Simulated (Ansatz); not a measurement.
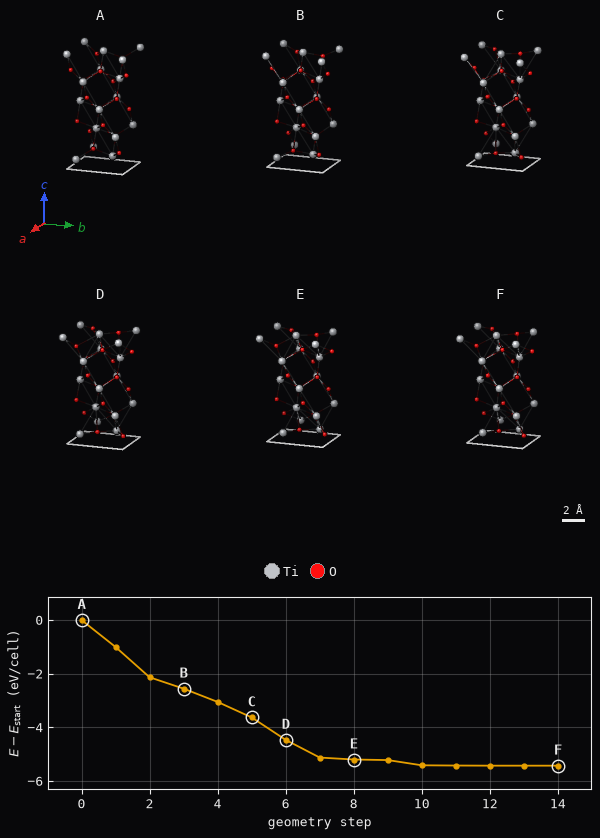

Frames of a relaxation of a slab of composition Ti5O8 (cut from the P4_2/mnm phase), marked on the history of the run. Style: ball-and-stick. Shown: the cell of the calculation, outlined in the plane, without the vacuum (origin shifted), slightly off an axis.

Case: (1 0 1) slab, atoms relaxed. The slab is the (1 0 1) face of TiO2.

All numbers below come from DFT PBEsol, scalar-relativistic, plane waves, PAW (Ansatz 0.2.0).

Input file:
```yaml
crystal:
  lattice:
    - [4.5912476174, 0.0, 0.0]
    - [0.0, 5.4513521812, 0.0]
    - [0.0, 0.0, 24.9011393118]
  atoms:
    - { symbol: Ti, position: [0.0, 0.7093375514, 0.3011910381] }
    - { symbol: Ti, position: [0.5, 0.2093375514, 0.3011910381] }
    - { symbol: O, position: [0.6955612555, 0.925287385, 0.3314536135] }
    - { symbol: O, position: [0.8044387445, 0.425287385, 0.3314536135] }
    - { symbol: O, position: [0.1955612555, 0.7027252693, 0.3703329437] }
    - { symbol: O, position: [0.3044387445, 0.2027252693, 0.3703329437] }
    - { symbol: Ti, position: [0.0, 0.4186751028, 0.4005955191] }
    - { symbol: Ti, position: [0.5, 0.9186751028, 0.4005955191] }
    - { symbol: O, position: [0.6955612555, 0.6346249364, 0.4308580944] }
    - { symbol: O, position: [0.8044387445, 0.1346249364, 0.4308580944] }
    - { symbol: O, position: [0.1955612555, 0.4120628207, 0.4697374246] }
    - { symbol: O, position: [0.3044387445, 0.9120628207, 0.4697374246] }
    - { symbol: Ti, position: [0.0, 0.1280126543, 0.5] }
    - { symbol: Ti, position: [0.5, 0.6280126543, 0.5] }
    - { symbol: O, position: [0.6955612555, 0.3439624879, 0.5302625754] }
    - { symbol: O, position: [0.8044387445, 0.8439624879, 0.5302625754] }
    - { symbol: O, position: [0.1955612555, 0.1214003721, 0.5691419056] }
    - { symbol: O, position: [0.3044387445, 0.6214003721, 0.5691419056] }
    - { symbol: Ti, position: [0.0, 0.8373502057, 0.5994044809] }
    - { symbol: Ti, position: [0.5, 0.3373502057, 0.5994044809] }
    - { symbol: O, position: [0.6955612555, 0.0533000393, 0.6296670563] }
    - { symbol: O, position: [0.8044387445, 0.5533000393, 0.6296670563] }
    - { symbol: O, position: [0.1955612555, 0.8307379235, 0.6685463865] }
    - { symbol: O, position: [0.3044387445, 0.3307379235, 0.6685463865] }
    - { symbol: Ti, position: [0.0, 0.5466877571, 0.6988089619] }
    - { symbol: Ti, position: [0.5, 0.0466877571, 0.6988089619] }
basis:
  ecutwfc: 420
kpoints:
  mp_grid: { grid: [6, 5, 1] }
hamiltonian:
  xc: pbesol
scf:
  occupations: { method: gaussian, width: 0.05 }
output:
  forces: true
  eigenvalues: true
  write_density: true
  write_potential: true
  elf: true
  volumetric_format: npy
relax:
  adjacent_minimum: "off"
  f_tol: 0.02
  max_steps: 60
efield:
  axis: 3
  dipole_correction: true
  ramp_width: 0.04
```

Run as
```bash
ansatz run input.yaml --threads 4 --pin off --max-ram 10240MiB --backend cpu --events-out ev --progress --plain --runs-dir out
```

What happens along the run?

The largest moves, 0.91 Å, are those of Ti1, Ti2, Ti25 and Ti26. Ti26 goes at 48° to the normal (−c side). By element the largest moves are Ti 0.91 Å, O 0.65 Å. The cell doesn't change. Some distances before and after: O21–Ti25 3.486 → 2.060 Å, Ti19–Ti26 3.564 → 2.943 Å, Ti19–Ti26 (another image) 3.564 → 3.061 Å, O3–Ti8 1.942 → 2.152 Å. New bonds form, among them: O21–Ti25 (3.49 → 2.06 Å), O22–Ti26 (3.49 → 2.06 Å), Ti1–O6 (3.49 → 2.06 Å), Ti2–O5 (3.49 → 2.06 Å). Among the angles between lasting bonds that change: O4–Ti2–O6 90.0° → 156.0°, Ti2–O4–Ti7 130.8° → 94.3°, Ti1–O5–Ti8 130.8° → 96.3°. Over 14 geometry steps the energy falls by 5.428 eV per cell of the calculation. Largest force component: 2.6 eV/Å at the start, 0.013 eV/Å at the end. The run took 13 min on 4 threads of Arm Neoverse V1 (shared host), peak memory 2.2 GiB. From step 0 to 3: O atoms move most (0.21 Å), energy −2.557 eV per cell of the calculation. From step 3 to 5: O atoms move most (0.33 Å), energy −1.072 eV per cell of the calculation. From step 5 to 6: Ti atoms move most (0.20 Å), energy −0.837 eV per cell of the calculation. From step 6 to 8: Ti atoms move most (0.36 Å), energy −0.732 eV per cell of the calculation. From step 8 to 14: O atoms move most (0.14 Å), energy −0.229 eV per cell of the calculation.
